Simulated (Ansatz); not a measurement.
Si$_{32}$C$_{31}$ (cell with a defect)

Si$_{32}$C$_{31}$ (cell with a defect), 63 atoms, a = 8.19 Å, b = 8.19 Å, c = 10.13 Å, α = 90.00°, β = 90.00°, γ = 98.21°.

These are results of DFT PBE, scalar-relativistic, plane waves, PAW (Ansatz), not measurements.

Question: What can the converged valence pseudo-density and electron localisation function tell about the bonding?

Answer: Si–C (1.89 Å): ρ at the midpoint is about 0.87 e/Å³; the ELF peaks at about 0.95 between the atoms; a covalent bond.
Si–C (1.91 Å): ρ at the midpoint is about 0.87 e/Å³; the ELF peaks at about 0.95 between the atoms, as expected for localised, covalent bonding.
Si–C (1.93 Å): the density is about 0.82 e/Å³ at the midpoint; the ELF peaks at about 0.95 between the atoms: a covalent bond.
Si–C (1.99 Å): the density is about 0.75 e/Å³ at the midpoint; the ELF peaks at about 0.90 between the atoms, as expected for a shared electron pair.

Question: Does the calculation make it a metal, or give it a gap?

Answer: It is gapped, with a Kohn–Sham gap of 0.99 eV on the k-point mesh (the band edges may lie off the mesh, which would make the gap smaller).

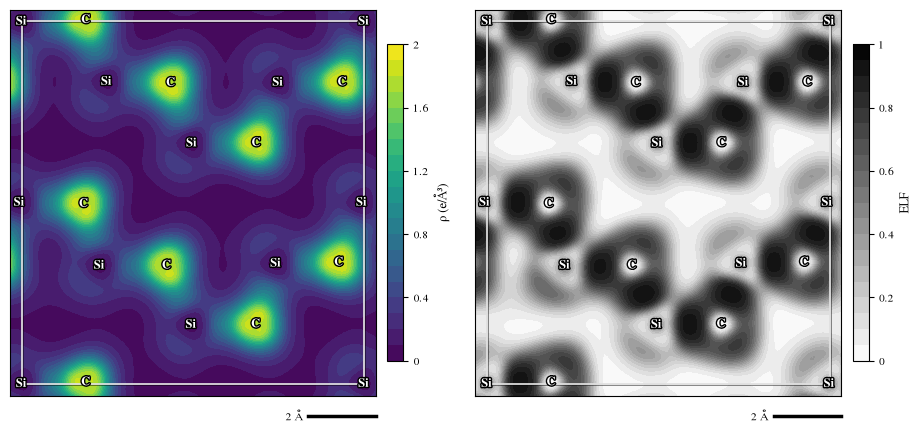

Computed valence pseudo-density and electron localisation function on the (11̄0) plane of the calculation cell, in this order. 

In a PAW calculation such maps are meaningful between the atoms, not at the nuclei.
